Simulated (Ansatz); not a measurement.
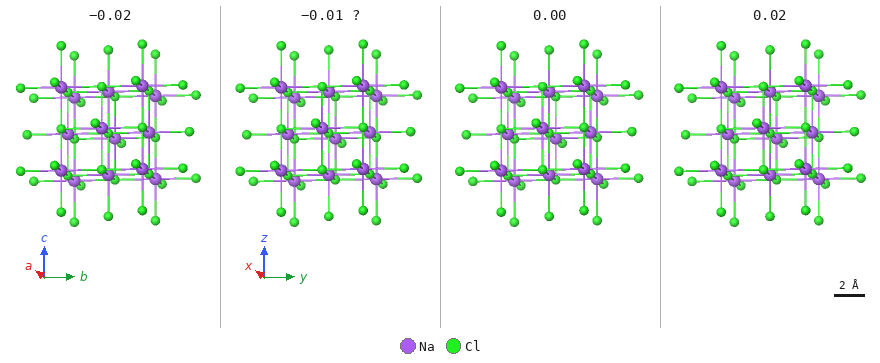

Energy scan for crystalline NaCl (Fm-3m), in which the cell is strained along y alone, with the atoms kept at their fractional coordinates. x, y and z are the Cartesian axes of the input. Style: ball-and-stick. Shown: the conventional cell (4 times the calculation's cell), along the a axis, with a slight tilt. Lengths and directions refer to the drawn axes.

Computed with DFT PBEsol, scalar-relativistic, plane waves, PAW in Ansatz 0.2.0. Settings: plane-wave cutoff 420 eV; k-point mesh 8 × 8 × 8; occupations gaussian; smearing width 0.05 eV; no spin polarisation. Energies (free energies at the smearing named) are counted from the cell as listed in its source, which wasn't relaxed.

| strain | energy change (meV/atom) |
| --- | --- |
| −0.0200 | −0.79 |
| −0.0150 | −0.88 |
| −0.0100 | ? |
| −0.0050 | −0.47 |
| 0.0000 | 0.00 |
| 0.0050 | 0.64 |
| 0.0100 | 1.42 |
| 0.0150 | 2.35 |
| 0.0175 | 2.86 |
| 0.0200 | 3.41 |

Fill in the missing row.

A straight line between the two neighbours gives −0.68 meV/atom. A cubic through the four nearest rows (−0.0200, −0.0150, −0.0050, 0.0000) gives, with Lagrange weights, (−0.1667)(−0.79) + (0.6667)(−0.88) + (0.6667)(−0.47) + (−0.1667)(0.00) = −0.77 meV/atom. The calculation gives −0.77 meV/atom, so the cubic is right to the digits shown and the straight line 0.09 meV/atom too high, as the curve bends upwards here.

The whole profile:

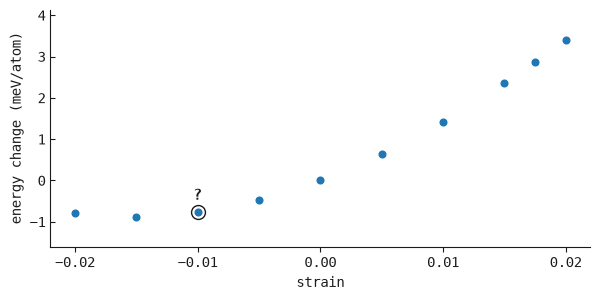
